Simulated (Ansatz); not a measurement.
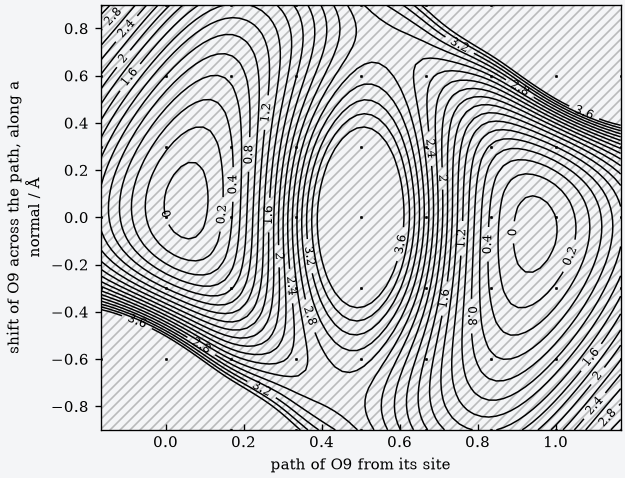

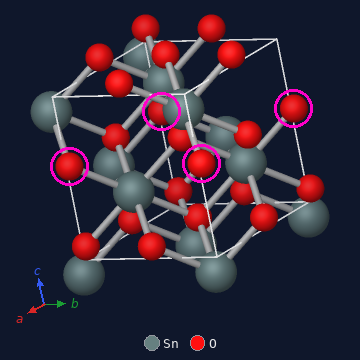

Energy landscape of SnO₂ (R-3m phase) with one O vacancy (11 atoms in the cell, cell charge +2). An atom moved over a plane that holds its own site and a neighbouring vacancy (x along [1 0 0], y along [1 2 0], z along [0 0 1] of the conventional cell). The first coordinate is: path of O9 from its site (0) to the vacancy (1), 2.724 Å; the second: shift of O9 across the path, along a normal. Nothing is relaxed (all other atoms held at the sites of the perfect crystal). The grid has 9 × 7 points; 30 points were computed and 29 follow by symmetry. At 4 points there is no value (left out of the scan, as a rule where atoms come close). Points are written as (first, second). Energies are in eV per cell, from the lowest grid point. The band gap closes in part of the range. The cell is charged on a uniform background, without a charge correction. The calculation used Ansatz 0.2.0, DFT PBE+D3(BJ), scalar-relativistic, plane waves, PAW. Settings: cutoff 420 eV, k-mesh 6×6×6, gaussian smearing 0.05 eV, no spin polarisation.

The picture shows contour lines labelled in eV (none above 3.6), dots at the grid points, hatched blanks where no value was computed. Between grid points the surface is interpolated. The second picture is the structure at the lowest point; rings mark the moved atoms.

### Where are the wells?

The lowest grid point is at (0.000, 0.0 Å) [nearest 3 Sn at 2.12 Å]; the map holds 2 wells of about this depth. The bottom of the well lies between grid points, at about (0.059, 0.0 Å), about 0.098 eV lower on the interpolated surface. It is the only kind of minimum in the scanned range. The highest grid point, (−0.167, −0.6 Å) [nearest 1 Sn at 1.44 Å], lies 9.59 eV above the lowest. On the interpolated surface the easiest way out of the lowest well to a well of about the same depth near (1.000, 0.0 Å) [nearest 3 Sn at 2.12 Å] passes a barrier of about 2.8 eV, counted from the interpolated bottom of the well. Round the minimum the valley is somewhat tilted: raising the first coordinate shifts the best value of the second coordinate upwards (coupling k₁₂/√(k₁₁k₂₂) about −0.2).

Time for the 30 points that were run: 16 min on 4 threads of Arm Neoverse V1 (shared host).
